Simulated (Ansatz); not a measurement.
Single-point calculation of HfN (part 2 of 2)

HfN (slab, 24 atoms in the cell); DFT PBE+D3(BJ), scalar-relativistic, plane waves, PAW, no spin polarisation (Ansatz 0.2.0); cutoff 420 eV, 3×3×1 k-mesh, Gaussian smearing of 0.1 eV. The structure derives from an entry of the Crystallography Open Database. It belongs to a series of runs on one base structure; here: the slab at its places in the relaxed adsorbed structure.

Geometry of the input (Å; fractional positions):
```
6.3878  0.0000  0.0000
0.0000  6.3878  0.0000
0.0000  0.0000  22.5169
Hf 0.2500  0.2500  0.3553
Hf 0.2500  0.7500  0.3553
Hf 0.7500  0.2500  0.3553
Hf 0.7500  0.7500  0.3553
N  0.5000  0.5000  0.3553
N  0.5000  0.0000  0.3553
N  0.0000  0.5000  0.3553
N  0.0000  0.0000  0.3553
Hf 0.4997  0.4975  0.4543
Hf 0.4997  0.0025  0.4543
Hf 0.0015  0.4988  0.4546
Hf 0.0015  0.0012  0.4546
N  0.7500  0.7500  0.4523
N  0.7512  0.2500  0.4525
N  0.2514  0.7500  0.4526
N  0.2498  0.2500  0.4527
Hf 0.7514  0.7500  0.5486
Hf 0.7533  0.2500  0.5559
Hf 0.2517  0.7500  0.5492
Hf 0.2526  0.2500  0.5562
N  0.0011  -0.0017  0.5568
N  0.0011  0.5016  0.5568
N  0.5024  -0.0035  0.5551
N  0.5024  0.5034  0.5552
```

Output, continued
```
  k-point 1: bands = ["-57.8103", "-57.7876", "-57.7462", "-57.7340", "-57.7253", "-57.7135", "-57.5470", "-57.5173", "-57.2500", "-57.2404", "-57.2309", "-57.2205", "-26.8103", "-26.8000", "-26.7667", "-26.7501", "-26.7311", "-26.7113", "-26.7056", "-26.6775", "-26.6755", "-26.6179", "-26.5820", "-26.5639", "-26.5633", "-26.5480", "-26.4883", "-26.4755", "-26.3783", "-26.3114", "-26.3057", "-26.2511", "-26.2466", "-26.2165", "-26.1774", "-26.1498", "-26.1434", "-26.1366", "-26.1048", "-26.0379",
      "-25.9744", "-25.9530", "-25.9454", "-25.9014", "-25.8952", "-25.8752", "-25.8601", "-25.8348", "-11.5053", "-10.9844", "-10.7299", "-10.5306", "-10.4396", "-10.2105", "-10.1309", "-9.8252", "-9.7762", "-9.7141", "-9.5289", "-9.3746", "-7.7958", "-7.7803", "-7.7779", "-7.7751", "-7.7648", "-7.7537", "-7.7433", "-7.7413", "-7.7225", "-7.7222", "-7.7203", "-7.7090", "-7.7079", "-7.7025", "-7.6990", "-7.6956", "-7.6921", "-7.6918", "-7.6848", "-7.6839",
      "-7.6810", "-7.6806", "-7.6756", "-7.6755", "-7.6711", "-7.6700", "-7.6591", "-7.6589", "-7.6586", "-7.6527", "-7.6506", "-7.6456", "-7.6412", "-7.6274", "-7.6227", "-7.6112", "-7.5931", "-7.5858", "-7.5798", "-7.5772", "-7.5582", "-7.5189", "-7.5102", "-7.5024", "-7.4976", "-7.4820", "-7.4784", "-7.4722", "-7.4669", "-7.4667", "-7.4405", "-7.4377", "-7.4083", "-7.4068", "-7.3862", "-7.3542", "-7.2169", "-7.2104", "-7.1885", "-7.1811",
      "-7.1804", "-7.1746", "-7.1735", "-7.1729", "-7.1617", "-7.1596", "-7.1582", "-7.1554", "-7.1539", "-7.1476", "-7.1457", "-7.1456", "-7.1423", "-7.1400", "-7.1366", "-7.1321", "-7.1286", "-7.1245", "-7.1240", "-7.1144", "-7.1046", "-7.1013", "-7.0941", "-7.0813", "-2.5145", "-2.3382", "-2.2306", "-2.0493", "-1.3880", "-1.1531", "-1.1359", "-1.0624", "-1.0585", "-0.6582", "-0.6366", "-0.5598", "-0.5002", "-0.3766", "-0.3150", "-0.0496",
      "0.1425", "0.1848", "0.2159", "0.3388", "0.3531", "0.3564", "0.4154", "0.4349", "0.5800", "0.6009", "0.7023", "0.7480", "0.7649", "0.7894", "0.9460", "1.1324", "1.2347", "1.3938", "1.5627", "1.6910", "3.4953", "3.5727", "4.1082", "4.5442", "5.0402", "5.0680", "5.5171", "5.5569", "5.7962", "5.8256", "5.8685", "5.9425", "6.1319", "6.1498", "6.3004", "6.4677", "6.5798", "6.8703", "6.8914", "7.3662",
      "7.3797", "7.5321", "7.6385", "7.7157", "7.9435", "8.0045", "8.0909", "8.0933", "8.2647", "8.4159", "8.5772", "8.5992", "8.7305", "8.8561", "8.9750", "8.9944", "9.0699", "9.0734", "9.0802", "9.2237", "9.2369", "9.2824", "9.3061", "9.3893"]
  k-point 2: bands = ["-57.8067", "-57.7917", "-57.7461", "-57.7346", "-57.7247", "-57.7137", "-57.5436", "-57.5202", "-57.2498", "-57.2406", "-57.2308", "-57.2205", "-26.8119", "-26.7975", "-26.7581", "-26.7470", "-26.7272", "-26.7012", "-26.6982", "-26.6764", "-26.6706", "-26.6276", "-26.6232", "-26.6008", "-26.5505", "-26.5450", "-26.4902", "-26.4156", "-26.3889", "-26.3719", "-26.2970", "-26.2239", "-26.2100", "-26.1794", "-26.1785", "-26.1738", "-26.1555", "-26.1252", "-26.1183", "-26.0776",
      "-25.9684", "-25.9506", "-25.9383", "-25.8980", "-25.8915", "-25.8793", "-25.8538", "-25.8453", "-11.5049", "-10.9881", "-10.7226", "-10.5378", "-10.4361", "-10.2094", "-10.1306", "-9.8246", "-9.7764", "-9.7145", "-9.5293", "-9.3747", "-7.7924", "-7.7790", "-7.7753", "-7.7734", "-7.7632", "-7.7573", "-7.7414", "-7.7392", "-7.7261", "-7.7247", "-7.7190", "-7.7094", "-7.7070", "-7.7069", "-7.6959", "-7.6955", "-7.6915", "-7.6904", "-7.6855", "-7.6844",
      "-7.6825", "-7.6797", "-7.6783", "-7.6710", "-7.6704", "-7.6688", "-7.6593", "-7.6591", "-7.6560", "-7.6525", "-7.6523", "-7.6502", "-7.6457", "-7.6414", "-7.6228", "-7.6109", "-7.5928", "-7.5868", "-7.5790", "-7.5775", "-7.5579", "-7.5185", "-7.5068", "-7.4961", "-7.4945", "-7.4825", "-7.4733", "-7.4713", "-7.4654", "-7.4644", "-7.4419", "-7.4411", "-7.4128", "-7.3979", "-7.3828", "-7.3669", "-7.2170", "-7.2103", "-7.1887", "-7.1812",
      "-7.1798", "-7.1745", "-7.1735", "-7.1733", "-7.1620", "-7.1596", "-7.1583", "-7.1559", "-7.1535", "-7.1474", "-7.1456", "-7.1456", "-7.1423", "-7.1399", "-7.1359", "-7.1322", "-7.1284", "-7.1257", "-7.1237", "-7.1142", "-7.1042", "-7.1012", "-7.0949", "-7.0810", "-2.5095", "-2.3413", "-2.2312", "-2.0480", "-1.3918", "-1.1623", "-1.1351", "-1.0749", "-1.0442", "-0.6629", "-0.5996", "-0.5529", "-0.5251", "-0.3747", "-0.3145", "-0.0463",
      "0.1426", "0.1771", "0.2169", "0.3383", "0.3543", "0.3677", "0.4114", "0.4163", "0.5803", "0.5933", "0.7049", "0.7636", "0.7742", "0.8013", "0.9485", "1.1204", "1.2313", "1.3932", "1.5672", "1.6903", "3.4883", "3.5707", "4.1084", "4.5297", "5.0277", "5.0931", "5.5576", "5.5891", "5.7915", "5.8125", "5.8260", "5.9418", "6.1165", "6.1347", "6.3172", "6.3490", "6.6671", "6.8659", "6.8712", "7.2769",
      "7.5223", "7.5761", "7.6024", "7.6791", "7.9441", "8.0577", "8.0988", "8.1141", "8.1845", "8.3456", "8.5953", "8.6095", "8.7809", "8.8727", "8.9682", "9.0187", "9.0528", "9.0812", "9.1661", "9.2087", "9.2204", "9.2441", "9.2744", "9.4091"]
  k-point 4: bands = ["-57.8065", "-57.7915", "-57.7414", "-57.7302", "-57.7294", "-57.7182", "-57.5439", "-57.5205", "-57.2452", "-57.2358", "-57.2353", "-57.2254", "-26.7672", "-26.7631", "-26.7293", "-26.7151", "-26.7112", "-26.6794", "-26.6469", "-26.6167", "-26.6061", "-26.5720", "-26.5672", "-26.5593", "-26.5518", "-26.5348", "-26.4977", "-26.4334", "-26.3944", "-26.3652", "-26.3441", "-26.3213", "-26.3140", "-26.2678", "-26.2506", "-26.1974", "-26.1337", "-26.1097", "-26.1039", "-26.0902",
      "-25.9750", "-25.9542", "-25.9502", "-25.9443", "-25.9173", "-25.8830", "-25.8796", "-25.8716", "-11.2594", "-10.9142", "-10.7698", "-10.7520", "-10.2492", "-10.0415", "-9.9915", "-9.8856", "-9.8846", "-9.6962", "-9.5721", "-9.5693", "-7.7923", "-7.7787", "-7.7750", "-7.7728", "-7.7623", "-7.7568", "-7.7411", "-7.7391", "-7.7259", "-7.7247", "-7.7149", "-7.7094", "-7.7044", "-7.7011", "-7.7007", "-7.6988", "-7.6951", "-7.6914", "-7.6860", "-7.6808",
      "-7.6797", "-7.6769", "-7.6739", "-7.6717", "-7.6673", "-7.6656", "-7.6601", "-7.6566", "-7.6566", "-7.6557", "-7.6557", "-7.6503", "-7.6482", "-7.6461", "-7.6155", "-7.6041", "-7.6037", "-7.5969", "-7.5949", "-7.5588", "-7.5502", "-7.5496", "-7.5070", "-7.4972", "-7.4925", "-7.4828", "-7.4742", "-7.4705", "-7.4658", "-7.4648", "-7.4421", "-7.4415", "-7.4139", "-7.4017", "-7.3828", "-7.3780", "-7.2113", "-7.1949", "-7.1903", "-7.1892",
      "-7.1867", "-7.1734", "-7.1730", "-7.1727", "-7.1673", "-7.1567", "-7.1555", "-7.1550", "-7.1537", "-7.1488", "-7.1486", "-7.1478", "-7.1389", "-7.1383", "-7.1368", "-7.1346", "-7.1298", "-7.1245", "-7.1218", "-7.1109", "-7.1108", "-7.1023", "-7.1013", "-7.0964", "-2.1544", "-2.1509", "-1.8992", "-1.8985", "-1.6825", "-1.3686", "-1.3044", "-1.1537", "-1.0270", "-1.0213", "-0.3635", "-0.3514", "-0.3338", "-0.3056", "-0.2982", "-0.2467",
      "0.0142", "0.0196", "0.0646", "0.1727", "0.2760", "0.3131", "0.3714", "0.3829", "0.4022", "0.5354", "0.6288", "0.8591", "0.8673", "0.9703", "0.9905", "1.0185", "1.1811", "1.3703", "1.3838", "1.6081", "3.4942", "4.5355", "4.5480", "4.6819", "4.9851", "5.2015", "5.3576", "5.7309", "6.0258", "6.0409", "6.1865", "6.3124", "6.4589", "6.5856", "6.7401", "6.7655", "6.7905", "6.8221", "7.0377", "7.0573",
      "7.3491", "7.4384", "7.4780", "7.5662", "7.6009", "7.7212", "7.7413", "7.9764", "8.0583", "8.3762", "8.3952", "8.4113", "8.4203", "8.4715", "8.5535", "8.5807", "8.6186", "8.6785", "8.7148", "8.9742", "9.0941", "9.2687", "9.3052", "9.3406"]
```

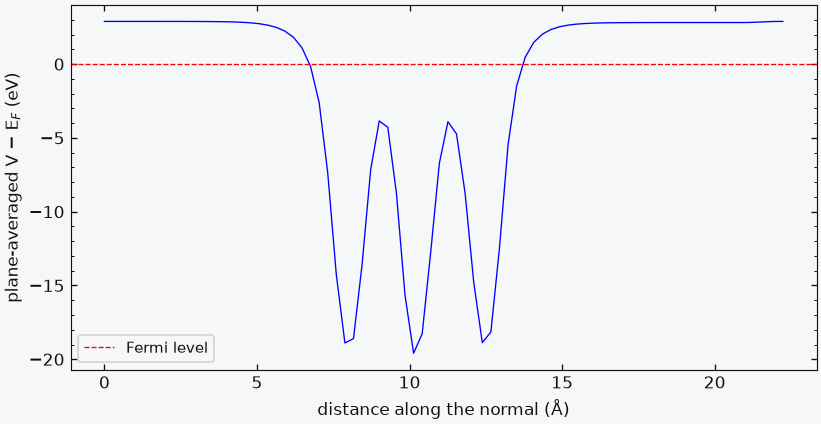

Fig. 1: Plane average of the electrostatic potential energy of an electron across the cell, from the Fermi level. The vacuum level lies 2.82 eV above the Fermi level on the upper side and 2.89 eV on the lower.

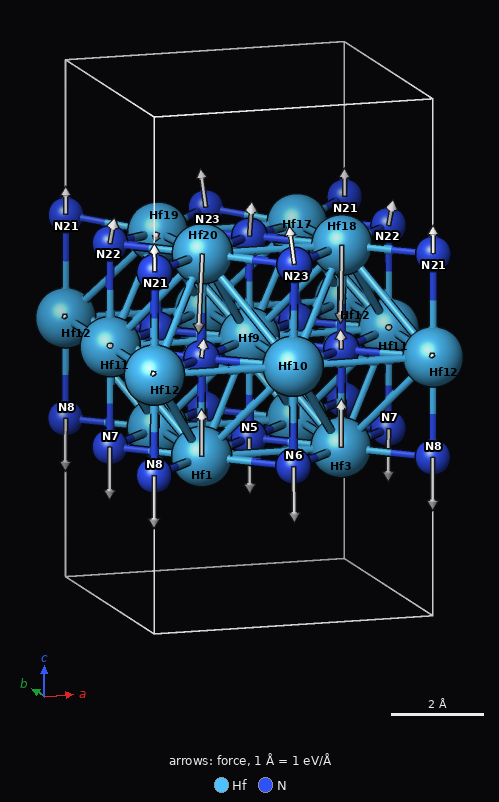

Fig. 2: Forces on the atoms as white arrows (ball-and-stick view of the cell of the calculation, with the vacuum cut short, seen slightly off an axis; atoms are numbered from 1 in the order of the input); the smallest are left out. The largest act on Hf20 (1.81 eV/Å); Hf18 (1.78 eV/Å); Hf2, Hf4 (1.35 eV/Å); N5, N6 (1.29 eV/Å), among others. The geometry is not a stationary point of this energy.

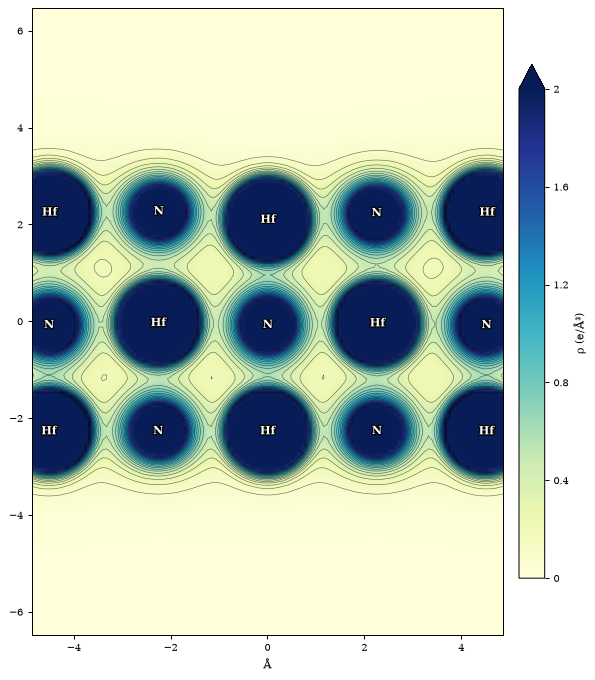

Fig. 3: Valence electron density on the (11̄0) plane of the calculation cell, a cut from vacuum to vacuum. The section cuts through Hf and N sites. Hf–N (2.19 Å): ρ at the midpoint is about 0.61 e/Å³. Hf–Hf (3.11 Å): the density is about 0.21 e/Å³ at the midpoint. Hf–N (2.23 Å): ρ is about 0.57 e/Å³ halfway. Hf–N (2.26 Å): the density is about 0.52 e/Å³ at the midpoint. Hf–N (2.33 Å): ρ at the midpoint is about 0.44 e/Å³. The density dies away to nearly zero in the vacuum. The fields are those of the smooth PAW valence density.

Key numbers

| quantity | value |
| --- | --- |
| outcome | converged |
| electrons treated | 372 |
| free energy | −193302.4578 eV |
| work function, top face | 2.82 eV |
| work function, bottom face | 2.89 eV |
| Fermi energy | 5.280 eV |
| gap on the k-point mesh | 0.16 eV |
| work function (upper face) | 2.82 eV |
| largest force (length of the vector) | 1.809 eV/Å |
| wall time | 40 s (CPU time 2.6 min) |
| peak memory | 3.6 GiB |

Spin–orbit coupling is left out, which matters for Hf.
